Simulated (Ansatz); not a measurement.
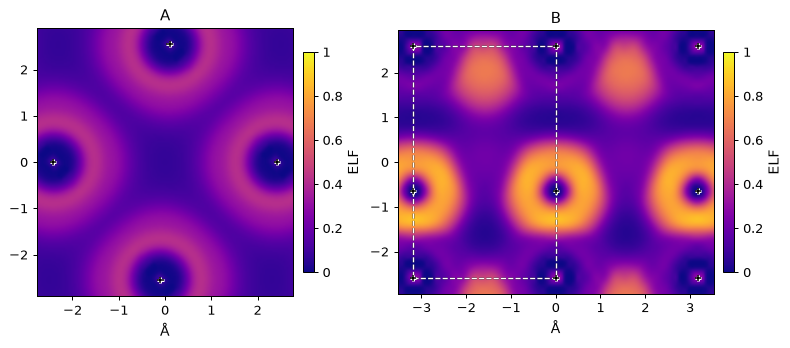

The electron localisation function of 2 systems, each on a plane through atoms (crosses mark nuclei in the plane).

Method: Ansatz 0.2.0, DFT PBEsol, scalar-relativistic, plane waves, PAW.

System 1: GaN, the (010) plane of the conventional cell. Space group P6₃mc.

```
Ga N
1.0
     3.18246    0.00000    0.00000
    -1.59123    2.75609    0.00000
     0.00000    0.00000    5.18514
Ga N
2 2
Direct
  0.33333 0.66667 0.99919
  0.66667 0.33333 0.49919
  0.33333 0.66667 0.37581
  0.66667 0.33333 0.87581
```

System 2: Tl, the (010) plane of the conventional cell. Space group C2/m; a structure from a database of computed crystals, not necessarily the ambient phase; changed on purpose from its base cell (engineering shear strain xz -0.0400, normal strain along z +0.0550); computed without spin polarisation.

```xyz
2
Lattice="4.8419 0.0000 -0.0968 0.0000 -4.8419 0.0000 -2.3726 0.0000 -2.5057" Properties=species:S:1:pos:R:3 pbc="T T T"
Tl    2.4210   -2.4210   -0.0484
Tl    0.0000    0.0000    0.0000
```

### Which map belongs to which system?

Panel A is system 2, Tl: the plane holds Tl. Tl–Tl (3.45 Å): the ELF is about 0.15 at the midpoint; no shared electron pair shows on this line. Panel B is system 1, GaN: the plane holds Ga and N. Ga–N (1.95 Å): the ELF peaks at about 0.85 in the valence shell of N, 0.7 Å from its nucleus, and is about 0.50 at the midpoint.
